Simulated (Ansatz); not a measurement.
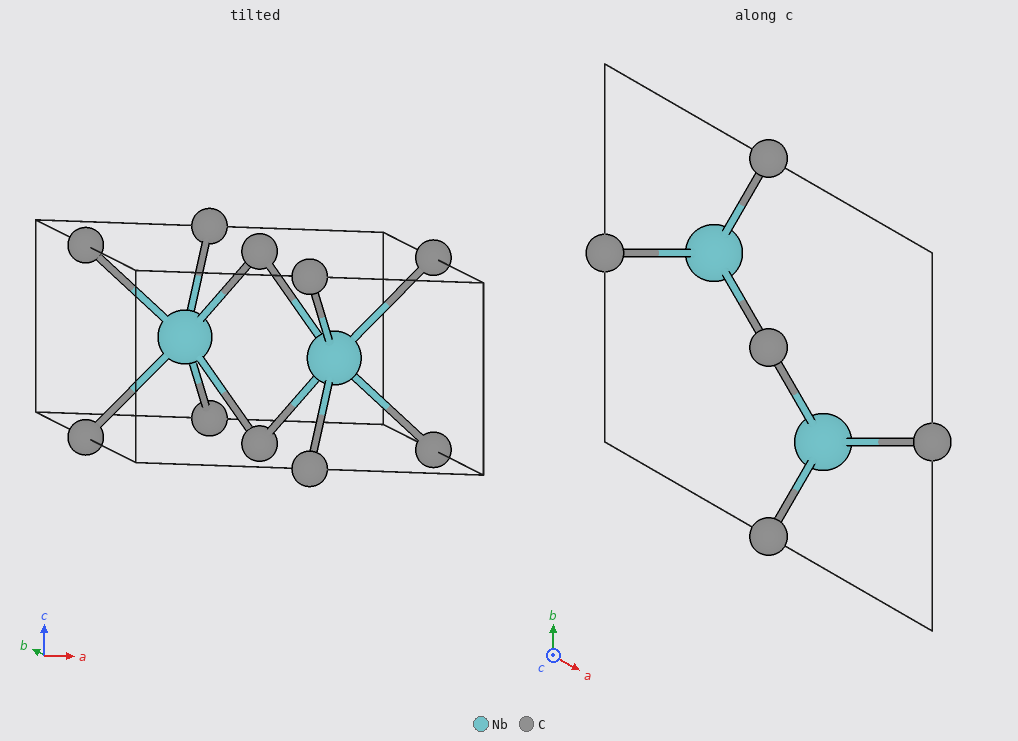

View slightly off an axis and along the c axis, drawn as a ball-and-stick model. The edges of the conventional unit cell are marked. Cell: a = 5.46 Å, b = 5.46 Å, c = 2.97 Å, α = 90.00°, β = 90.00°, γ = 120.00°.

Its origin is a random cell made by a generator, so it need not be a real form of the compound. Earlier steps of the study may have refined or changed the cell and positions. It went into a calculation with Ansatz.

### Give a description of the structure.

Formula: Nb2C3. It belongs to space group P6/mmm (No. 191) and has a primitive hexagonal lattice. Content of the cell: 2 Nb, 3 C (Z = 1). Counting atoms within bonding range gives coordination numbers of Nb 8 and C 4. Not all metal-metal contacts are counted.

Run with Ansatz, DFT PBE, scalar-relativistic, plane waves, PAW and these settings: a kinetic-energy cutoff of 420 eV, k-point mesh 12×12×12, Gaussian smearing of 0.1 eV, no spin polarisation.

### Is it conducting or gapped at this level?

A metal: bands cross the Fermi level.

### List the Bader charges.

Nb +1.88 e; C -1.25 e.

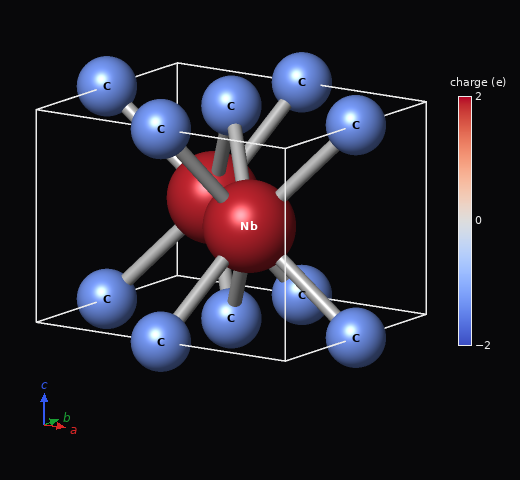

The atoms coloured by those charges. The run's cell of 5 atoms is drawn.

### Does this geometry sit at a stationary point of the energy?

Yes. All forces vanish to within 0.01 eV/Å. The pressure is 0.0 GPa, close to zero.
